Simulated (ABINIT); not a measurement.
**Run report: GdO, phonon calculation (part 4 of 4)**

The same run, continued: GdO (F-43m, 2 atoms in the cell); Kohn-Sham DFT of a periodic cell, PBE with D3(BJ), DFT+U, JTH PAW PBE v2.0, spin-polarised (ABINIT 10.8.3); cutoff 625.86 eV, 4×4×4 k-mesh, fermi-dirac of 0.05 eV, collinear spins. The structure derives from an entry of the Crystallography Open Database. The settings are looser than a standard set-up, so the numbers are not reference values.

Geometry of the input (Å; fractional positions):
```
0.0000  2.6874  2.6874
2.6874  0.0000  2.6874
2.6874  2.6874  0.0000
Gd 0.0000  0.0000  0.0000
O  0.7500  0.7500  0.7500
```

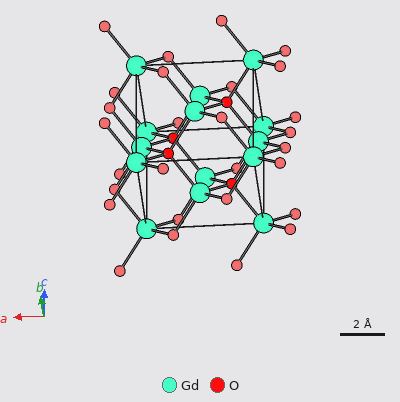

**Figure 1.** The input geometry (ball-and-stick view of the cell 4 times as large as that of the calculation, set on its symmetry axes, seen at an oblique angle; neighbours outside the cell are drawn fainter). An atom can appear more than once, as a periodic image.

File anaddb.abo, continued
```
 Eigendisplacements
 (will be given, for each mode : in cartesian coordinates
   for each atom the real part of the displacement vector,
   then the imaginary part of the displacement vector - absolute values smaller than 1.0d-7 are set to zero)
  Mode number    1   Energy   -2.087039E-08
 Attention : low frequency mode.
   (Could be unstable or acoustic mode)
   1  0.00000000E+00  0.00000000E+00 -1.77945044E-03
      0.00000000E+00  0.00000000E+00  0.00000000E+00
   2  0.00000000E+00  0.00000000E+00 -1.77936975E-03
      0.00000000E+00  0.00000000E+00  0.00000000E+00
  Mode number    2   Energy   -2.082655E-08
 Attention : low frequency mode.
   (Could be unstable or acoustic mode)
   1  0.00000000E+00  1.77945044E-03  0.00000000E+00
      0.00000000E+00  0.00000000E+00  0.00000000E+00
   2  0.00000000E+00  1.77936975E-03  0.00000000E+00
      0.00000000E+00  0.00000000E+00  0.00000000E+00
  Mode number    3   Energy   -2.069443E-08
 Attention : low frequency mode.
   (Could be unstable or acoustic mode)
   1  1.77945045E-03  0.00000000E+00  0.00000000E+00
      0.00000000E+00  0.00000000E+00  0.00000000E+00
   2  1.77936975E-03  0.00000000E+00  0.00000000E+00
      0.00000000E+00  0.00000000E+00  0.00000000E+00
  Mode number    4   Energy    1.596317E-03
   1  0.00000000E+00  0.00000000E+00  5.67574302E-04
      0.00000000E+00  0.00000000E+00  0.00000000E+00
   2 -4.16088982E-07  0.00000000E+00 -5.57865335E-03
      0.00000000E+00  0.00000000E+00  0.00000000E+00
  Mode number    5   Energy    1.596317E-03
   1  0.00000000E+00  5.67574303E-04  0.00000000E+00
      0.00000000E+00  0.00000000E+00  0.00000000E+00
   2 -1.13238320E-07 -5.57865337E-03  0.00000000E+00
      0.00000000E+00  0.00000000E+00  0.00000000E+00
  Mode number    6   Energy    1.596317E-03
   1  5.67574302E-04  0.00000000E+00  0.00000000E+00
      0.00000000E+00  0.00000000E+00  0.00000000E+00
   2 -5.57865335E-03  1.13237933E-07  4.16089088E-07
      0.00000000E+00  0.00000000E+00  0.00000000E+00

 Analysis of degeneracies and characters (maximum tolerance=1.00E-06 a.u.)
 For each vibration mode, or group of modes if degenerate,
 the characters are given for each symmetry operation (see the list in the log file).
 Symmetry characters of vibration mode #   1
       degenerate with vibration modes #   2 to    3
  3.0 -1.0 -1.0 -1.0  1.0 -1.0  1.0 -1.0  0.0  0.0  0.0 -0.0  1.0 -1.0 -1.0  1.0
 -0.0  0.0  0.0  0.0  1.0  1.0 -1.0 -1.0
 Symmetry characters of vibration mode #   4
       degenerate with vibration modes #   5 to    6
  3.0 -1.0 -1.0 -1.0  1.0 -1.0  1.0 -1.0 -0.0 -0.0  0.0 -0.0  1.0 -1.0 -1.0  1.0
 -0.0 -0.0  0.0 -0.0  1.0  1.0 -1.0 -1.0

================================================================================

 anaddb : the run completed successfully.
```
